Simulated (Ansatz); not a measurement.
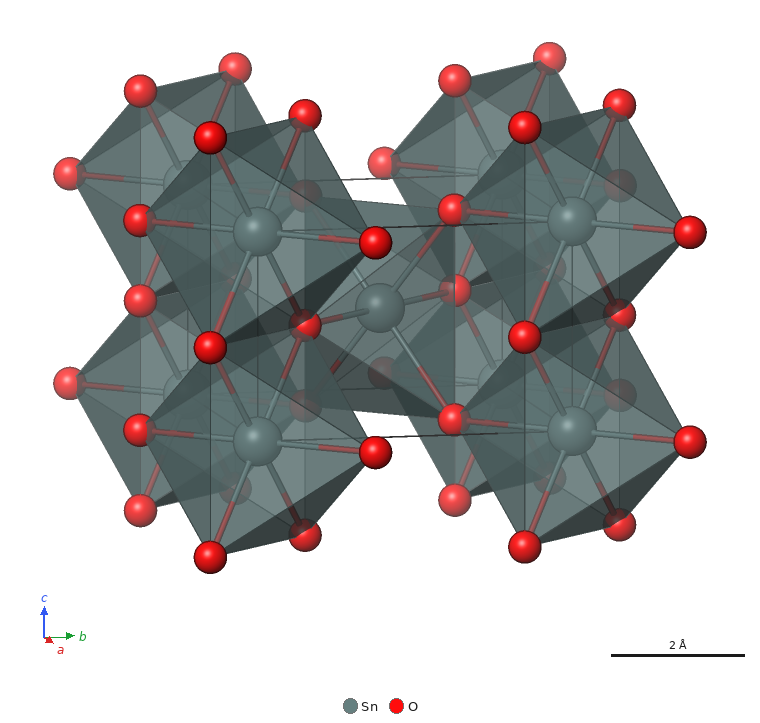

Fig. 1: The structure as given in the input (polyhedral view of the cell of the calculation, seen slightly off an axis; polyhedra are completed across the faces of the cell). An atom can appear more than once, as a periodic image.

Geometry relaxation of SnO$_{2}$ (part 1 of 2)

The run: geometry relaxation of SnO$_{2}$ (P4₂/mnm, 6 atoms in the cell). Method and program: DFT PBE, scalar-relativistic, plane waves, PAW, no spin polarisation (Ansatz 0.2.0).

The structure derives from a Materials Project entry. It belongs to a series of runs on one base structure; here: uniaxial strain along c, a, b and atoms relaxed: -1.5 %.

Output:
```
Engine: ansatz 0.2.0, x86_64-unknown-linux-gnu
Pseudopotentials: kind: paw
Pseudopotential: Sn, paw, valence charge 14, recommended cutoff 420 eV (normal), Sn.paw.azcp
Pseudopotential: O, paw, valence charge 6, recommended cutoff 420 eV (normal), O.paw.azcp
Functional definition: PBE
  parameter kappa = 0.804
  parameter beta = 0.06672455060314922
  exchange = pbe_x(kappa = kappa, mu = beta*pi^2/3)
  correlation = pbe_c(beta = beta)
Crystal: 6 atoms, lattice volume = 74.881 Å³
Basis set: ecut = 420 eV, 1447 PW (Γ), exchange–correlation on 72×72×48 points (8 copies of the dense FFT grid, shifted against one another)
Bands: 32, of which v1, the nominal top of the filled ones, is band 26 counted from 1 (25 counted from 0)
Symmetry: 16 space group operations
Space group: P42/mnm (ITA 136), of the structure as read, at distance tolerance 4.2e-5 Å
k-points: 50 of 288
Non-local potential: Sn, projectors of the file, l = 0: 2, l = 1: 2, l = 2: 2, l = 3: 2
Non-local potential: O, projectors of the file, l = 0: 2, l = 1: 2, l = 2: 1
PAW form: soft (Blöchl's): semilocal exchange-correlation on the pseudo side does not see the compensation charge
PAW one-centre angular grid: Sn, 590 points (default); XC on 64 Gauss nodes
PAW one-centre angular grid: O, 110 points (default); XC on 64 Gauss nodes
Initial density: superposition of atomic densities (neutral atoms: chi_scale 0, normalization atom), corrected by the library's trained network
Initial wavefunctions: pseudopotential atomic-orbital guess
Functional: x = pbe(κ = 0.804, μ = 0.2195149727645171), c = pbe(β = 0.06672455060314922)
SCF iter   1: F=—  HF=-14317.951078 eV  |F-HF|=—  |Δ(HF+E_count)|=         —  Δρ=1.22e-3  dr2=4.25e-4  ethr=1.77e-3  ⟨swp⟩=6.2  Hψ=7086  notcnv=0
preconditioner: auto → Resta (q_TF=auto, 2.567 Å⁻¹)  ε∞=3.5  [insulator: Δε(μ)=0.838 eV  Ē_g=19.384 eV  σ=0.020 eV  W_gap=1.00  n_scr=18 (ndim 8)  ℏωp=30.9 eV  f_vac=0.038  D(μ)=0.00/eV (n_scr^D=0)  ε∞_Penn≈3.5]
SCF iter   2: F=—  HF=-14317.952469 eV  |F-HF|=—  |Δ(HF+E_count)|=   1.39e-3  Δρ=6.14e-4  dr2=1.02e-4  ethr=8.17e-7  ⟨swp⟩=2.5  Hψ=3438  notcnv=0  defer=41
SCF iter   3: F=—  HF=-14317.952749 eV  |F-HF|=—  |Δ(HF+E_count)|=   2.80e-4  Δρ=2.40e-4  dr2=2.63e-5  ethr=1.96e-7  ⟨swp⟩=2.9  Hψ=2979  notcnv=0  defer=41
SCF iter   4: F=—  HF=-14317.952734 eV  |F-HF|=—  |Δ(HF+E_count)|=   1.52e-5  Δρ=3.90e-5  dr2=8.12e-7  ethr=5.07e-8  ⟨swp⟩=2.0  Hψ=2158  notcnv=0  defer=41
iter 5 did not close the SCF: its close was put off for the readings that it lacked (scf_convergence_deferred on its scf_iter line)
SCF iter   5: F=-14317.952736 eV  HF=-14317.952736 eV  |F-HF|=1.07e-7  |Δ(HF+E_count)|=   1.57e-6  Δρ=1.24e-5  dr2=7.51e-8  ethr=1.56e-9  ⟨swp⟩=2.0  Hψ=2760  notcnv=0  defer=41
SCF iter   6: F=-14317.952736 eV  HF=-14317.952736 eV  |F-HF|=8.53e-9  |Δ(HF+E_count)|=   1.21e-7  Δρ=4.06e-6  dr2=7.90e-9  ethr=1.44e-10  ⟨swp⟩=10.0  Hψ=11231  notcnv=0
SCF 1 converged in 6 iterations: F = -14317.952736 eV  dr2 = 7.90e-9
  greatest PAW one-centre occupation: 0.996 electrons in one spin orbital (limit 2), on the Sn atom at site 0 (counted from 0), in its partial waves of l = 2
relax step   1: F+E_penalty+E_count = -14317.95273569 eV  Δ(F+E_penalty+E_count) = +0.000e0 eV  max|allowed force component| = 4.849e-2 eV/Å  Δτ_max = 0.0000 Å  P = +2.205 GPa  Ω = 74.881 Å³  fix = [c, alpha, beta, gamma]  reactions: c +5.143 GPa  (6 SCF iters, dr2 threshold 1.00e-7 eV, accepted)
Crystal: 6 atoms, lattice volume = 75.188 Å³
Initial density: handed on by an earlier stage of this run
Initial wavefunctions: those handed on with the density
iter 1 solved again at ethr=9.16e-7 eV; its pass at ethr=3.10e-3 eV (dr2=4.76e-4 eV) is discarded
SCF iter   1: F=—  HF=-14317.952322 eV  |F-HF|=—  |Δ(HF+E_count)|=         —  Δρ=9.53e-4  dr2=4.83e-4  ethr=9.16e-7  ⟨swp⟩=2.1  Hψ=8103  notcnv=0
preconditioner: auto → Resta (q_TF=auto, 2.566 Å⁻¹)  ε∞=3.5  [insulator: Δε(μ)=0.787 eV  Ē_g=19.345 eV  σ=0.020 eV  W_gap=1.00  n_scr=18 (ndim 8)  ℏωp=30.9 eV  f_vac=0.039  D(μ)=0.00/eV (n_scr^D=0)  ε∞_Penn≈3.5]
SCF iter   2: F=—  HF=-14317.952145 eV  |F-HF|=—  |Δ(HF+E_count)|=   1.77e-4  Δρ=3.64e-4  dr2=6.58e-5  ethr=9.16e-7  ⟨swp⟩=2.0  Hψ=2134  notcnv=0
SCF iter   3: F=—  HF=-14317.952135 eV  |F-HF|=—  |Δ(HF+E_count)|=   1.00e-5  Δρ=1.52e-4  dr2=1.61e-5  ethr=1.27e-7  ⟨swp⟩=2.0  Hψ=2862  notcnv=0
SCF iter   4: F=—  HF=-14317.952134 eV  |F-HF|=—  |Δ(HF+E_count)|=   1.36e-6  Δρ=2.85e-5  dr2=6.82e-7  ethr=3.09e-8  ⟨swp⟩=2.2  Hψ=2253  notcnv=0
SCF iter   5: F=-14317.952134 eV  HF=-14317.952134 eV  |F-HF|=5.19e-8  |Δ(HF+E_count)|=   3.46e-7  Δρ=9.54e-6  dr2=5.02e-8  ethr=1.15e-9  ⟨swp⟩=10.1  Hψ=12025  notcnv=0
SCF 2 converged in 5 iterations: F = -14317.952134 eV  dr2 = 5.02e-8
relax step   2: F+E_penalty+E_count = -14317.95213411 eV  Δ(F+E_penalty+E_count) = +6.016e-4 eV  max|allowed force component| = 3.621e-3 eV/Å  Δτ_max = 0.0030 Å  P = +1.375 GPa  Ω = 75.188 Å³  energy of the carried Pulay correction = -1.559e-3 eV  fix = [c, alpha, beta, gamma]  reactions: c +4.377 GPa  (5 SCF iters, dr2 threshold 6.00e-7 eV, accepted)
Crystal: 6 atoms, lattice volume = 75.146 Å³
iter 1 solved again at ethr=1.38e-8 eV; its pass at ethr=3.10e-3 eV (dr2=7.17e-6 eV) is discarded
SCF iter   1: F=—  HF=-14317.952423 eV  |F-HF|=—  |Δ(HF+E_count)|=         —  Δρ=1.18e-4  dr2=7.32e-6  ethr=1.38e-8  ⟨swp⟩=2.0  Hψ=7818  notcnv=0
preconditioner: auto → Resta (q_TF=auto, 2.566 Å⁻¹)  ε∞=3.5  [insulator: Δε(μ)=0.795 eV  Ē_g=19.354 eV  σ=0.020 eV  W_gap=1.00  n_scr=18 (ndim 8)  ℏωp=30.9 eV  f_vac=0.039  D(μ)=0.00/eV (n_scr^D=0)  ε∞_Penn≈3.5]
SCF iter   2: F=—  HF=-14317.952369 eV  |F-HF|=—  |Δ(HF+E_count)|=   5.43e-5  Δρ=4.25e-5  dr2=7.88e-7  ethr=1.38e-8  ⟨swp⟩=2.0  Hψ=2149  notcnv=0
SCF iter   3: F=—  HF=-14317.952369 eV  |F-HF|=—  |Δ(HF+E_count)|=   1.31e-7  Δρ=1.83e-5  dr2=1.92e-7  ethr=1.51e-9  ⟨swp⟩=2.0  Hψ=2788  notcnv=0
SCF iter   4: F=-14317.952368 eV  HF=-14317.952368 eV  |F-HF|=2.16e-9  |Δ(HF+E_count)|=   2.40e-8  Δρ=3.07e-6  dr2=7.63e-9  ethr=7.62e-11  ⟨swp⟩=6.5  Hψ=10201  notcnv=0
SCF 3 converged in 4 iterations: F = -14317.952368 eV  dr2 = 7.63e-9
relax step   3: F+E_penalty+E_count = -14317.95236849 eV  Δ(F+E_penalty+E_count) = -2.344e-4 eV  max|allowed force component| = 1.287e-3 eV/Å  Δτ_max = 0.0003 Å  P = +1.483 GPa  Ω = 75.146 Å³  energy of the carried Pulay correction = -1.344e-3 eV  fix = [c, alpha, beta, gamma]  reactions: c +4.472 GPa  (4 SCF iters, dr2 threshold 3.96e-8 eV, accepted)
Initial wavefunctions: pseudopotential atomic-orbital guess (no wavefunctions were taken with the density)
iter 1 solved again at ethr=1.95e-8 eV; its pass at ethr=3.10e-3 eV (dr2=1.01e-5 eV) is discarded
SCF iter   1: F=—  HF=-14317.953676 eV  |F-HF|=—  |Δ(HF+E_count)|=         —  Δρ=7.37e-5  dr2=1.85e-7  ethr=1.95e-8  ⟨swp⟩=3.7  Hψ=11896  notcnv=0
preconditioner: auto → Resta (q_TF=auto, 2.566 Å⁻¹)  ε∞=3.5  [insulator: Δε(μ)=0.794 eV  Ē_g=19.354 eV  σ=0.020 eV  W_gap=1.00  n_scr=18 (ndim 8)  ℏωp=30.9 eV  f_vac=0.039  D(μ)=0.00/eV (n_scr^D=0)  ε∞_Penn≈3.5]
SCF iter   2: F=—  HF=-14317.953664 eV  |F-HF|=—  |Δ(HF+E_count)|=   1.19e-5  Δρ=3.71e-5  dr2=4.94e-8  ethr=3.55e-10  ⟨swp⟩=2.0  Hψ=2386  notcnv=0
SCF iter   3: F=—  HF=-14317.953677 eV  |F-HF|=—  |Δ(HF+E_count)|=   1.29e-5  Δρ=7.56e-6  dr2=5.81e-9  ethr=9.49e-11  ⟨swp⟩=2.0  Hψ=2197  notcnv=0
SCF iter   4: F=—  HF=-14317.953677 eV  |F-HF|=—  |Δ(HF+E_count)|=   4.32e-7  Δρ=6.22e-7  dr2=1.99e-10  ethr=1.12e-11  ⟨swp⟩=2.0  Hψ=2400  notcnv=0
SCF iter   5: F=—  HF=-14317.953677 eV  |F-HF|=—  |Δ(HF+E_count)|=   2.06e-9  Δρ=1.52e-7  dr2=7.67e-12  ethr=1.00e-12  ⟨swp⟩=2.7  Hψ=2652  notcnv=0
SCF iter   6: F=-14317.953677 eV  HF=-14317.953677 eV  |F-HF|=3.64e-12  |Δ(HF+E_count)|=  9.09e-12  Δρ=4.63e-8  dr2=6.33e-13  ethr=1.00e-12  ⟨swp⟩=5.9  Hψ=6631  notcnv=0
SCF 4 converged in 6 iterations: F = -14317.953677 eV  dr2 = 6.33e-13
relax step   4: F+E_penalty+E_count = -14317.95367725 eV  Δ(F+E_penalty+E_count) = -1.309e-3 eV  max|allowed force component| = 1.201e-3 eV/Å  Δτ_max = 0.0000 Å  P = +1.511 GPa  Ω = 75.146 Å³  fix = [c, alpha, beta, gamma]  reactions: c +4.466 GPa  stress off target by 3.32e-2 GPa on what of the cell is left free  SCF on the basis re-selected at this cell (its energy is not comparable with the rows above)  (6 SCF iters)
basis re-selected at this cell: Δ(F+E_penalty+E_count) = -1.309e-3 eV, ΔP = +0.028 GPa vs the last step (what re-selecting the basis moved, of the pressure what is left beyond the Pulay correction that the steps carried, after the strain that the cell walked since its last selection, with what the two solves' SCF thresholds leave and, on support functions, any second-order correction that the steps lacked; it is no measure of the basis error at this ecutwfc). This SCF's stress stands 3.32e-2 GPa from its target on what of the cell is left free (relax.cell.stress_tol is 1.50e-2 GPa) and its largest allowed force component is 1.20e-3 eV/Å (relax.f_tol is 8.00e-3 eV/Å): not within both, so this SCF does not close the relaxation
Crystal: 6 atoms, lattice volume = 75.158 Å³
iter 1 solved again at ethr=1.12e-9 eV; its pass at ethr=3.10e-3 eV (dr2=5.81e-7 eV) is discarded
SCF iter   1: F=—  HF=-14317.953668 eV  |F-HF|=—  |Δ(HF+E_count)|=         —  Δρ=3.22e-5  dr2=5.99e-7  ethr=1.12e-9  ⟨swp⟩=2.0  Hψ=7737  notcnv=0
preconditioner: auto → Resta (q_TF=auto, 2.566 Å⁻¹)  ε∞=3.5  [insulator: Δε(μ)=0.793 eV  Ē_g=19.352 eV  σ=0.020 eV  W_gap=1.00  n_scr=18 (ndim 8)  ℏωp=30.9 eV  f_vac=0.039  D(μ)=0.00/eV (n_scr^D=0)  ε∞_Penn≈3.5]
SCF iter   2: F=—  HF=-14317.953615 eV  |F-HF|=—  |Δ(HF+E_count)|=   5.27e-5  Δρ=1.10e-5  dr2=6.55e-8  ethr=1.12e-9  ⟨swp⟩=2.1  Hψ=2216  notcnv=0
SCF iter   3: F=—  HF=-14317.953615 eV  |F-HF|=—  |Δ(HF+E_count)|=   8.22e-9  Δρ=4.92e-6  dr2=1.78e-8  ethr=1.26e-10  ⟨swp⟩=2.0  Hψ=2663  notcnv=0
SCF iter   4: F=-14317.953615 eV  HF=-14317.953615 eV  |F-HF|=3.58e-10  |Δ(HF+E_count)|=  3.62e-10  Δρ=9.15e-7  dr2=7.37e-10  ethr=5.31e-12  ⟨swp⟩=5.9  Hψ=9602  notcnv=0
SCF 5 converged in 4 iterations: F = -14317.953615 eV  dr2 = 7.37e-10
  greatest PAW one-centre occupation: 0.996 electrons in one spin orbital (limit 2), on the Sn atom at site 1 (counted from 0), in its partial waves of l = 2
relax step   5: F+E_penalty+E_count = -14317.95361536 eV  Δ(F+E_penalty+E_count) = +6.189e-5 eV  max|allowed force component| = 4.113e-5 eV/Å  Δτ_max = 0.0001 Å  P = +1.481 GPa  Ω = 75.158 Å³  energy of the carried Pulay correction = -6.341e-5 eV  fix = [c, alpha, beta, gamma]  reactions: c +4.440 GPa  (4 SCF iters, dr2 threshold 2.76e-9 eV, accepted)
iter 1 solved again at ethr=1.90e-8 eV; its pass at ethr=3.10e-3 eV (dr2=9.90e-6 eV) is discarded
SCF iter   1: F=—  HF=-14317.953769 eV  |F-HF|=—  |Δ(HF+E_count)|=         —  Δρ=2.88e-6  dr2=1.40e-9  ethr=1.90e-8  ⟨swp⟩=3.7  Hψ=11884  notcnv=0
SCF iter   2: F=—  HF=-14317.953717 eV  |F-HF|=—  |Δ(HF+E_count)|=   5.21e-5  Δρ=1.45e-6  dr2=4.90e-10  ethr=2.69e-12  ⟨swp⟩=4.0  Hψ=3987  notcnv=0
SCF iter   3: F=—  HF=-14317.953717 eV  |F-HF|=—  |Δ(HF+E_count)|=  7.31e-10  Δρ=3.68e-7  dr2=9.80e-11  ethr=1.00e-12  ⟨swp⟩=3.0  Hψ=2898  notcnv=0
SCF iter   4: F=—  HF=-14317.953717 eV  |F-HF|=—  |Δ(HF+E_count)|=  3.64e-11  Δρ=2.01e-7  dr2=1.93e-11  ethr=1.00e-12  ⟨swp⟩=1.0  Hψ=1600  notcnv=0
SCF iter   5: F=-14317.953717 eV  HF=-14317.953717 eV  |F-HF|=3.64e-12  |Δ(HF+E_count)|=  7.28e-12  Δρ=8.49e-8  dr2=2.07e-12  ethr=1.00e-12  ⟨swp⟩=6.0  Hψ=6855  notcnv=0
SCF 6 converged in 5 iterations: F = -14317.953717 eV  dr2 = 2.07e-12
relax step   6: F+E_penalty+E_count = -14317.95371703 eV  Δ(F+E_penalty+E_count) = -1.017e-4 eV  max|allowed force component| = 5.196e-5 eV/Å  Δτ_max = 0.0000 Å  P = +1.481 GPa  Ω = 75.158 Å³  fix = [c, alpha, beta, gamma]  reactions: c +4.440 GPa  stress off target by 2.30e-3 GPa on what of the cell is left free  SCF on the basis re-selected at this cell (its energy is not comparable with the rows above)  (5 SCF iters)
```

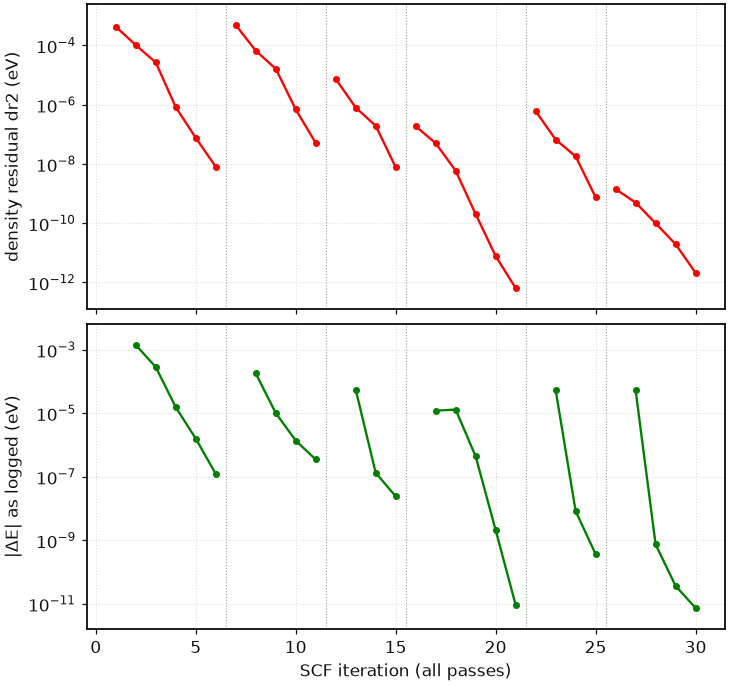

Fig. 2: Convergence of the self-consistent field: density residual dr2 and size of the energy change against the SCF iteration. The dotted lines part the SCF passes of the relaxation: geometry steps, rejected trials and re-solves on a re-selected basis. The 6 passes take 4 to 6 iterations each, 30 in all.

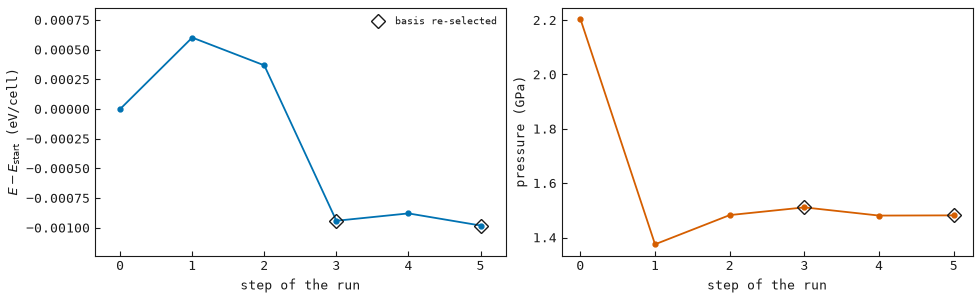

Fig. 3: Progress of the relaxation, step by step (the first geometry is step 0 here and step 1 in the log). The atoms keep their places relative to the cell (all moves are under 0.005 Å). Cell: a = b 4.845 → 4.854 Å (+0.2 %), c stays at 3.190 Å. Volume +0.4 %. The space group stays P4_2/mnm (No. 136). After 3 geometry steps the energy has fallen by 0.9 meV per cell of the calculation. The largest force component goes from 0.048 to under 0.0001 eV/Å. The pressure goes from 2.21 to 1.48 GPa. 1 further SCF at an unchanged geometry re-selected the plane-wave basis for the new cell. The energy change given includes the shifts at the re-selections in mid-walk, which come without any move. A last SCF at the same geometry on a re-selected plane-wave basis shifts the energy by −0.1 meV per cell of the calculation. (Atoms are counted from 1 in the order of the input.)
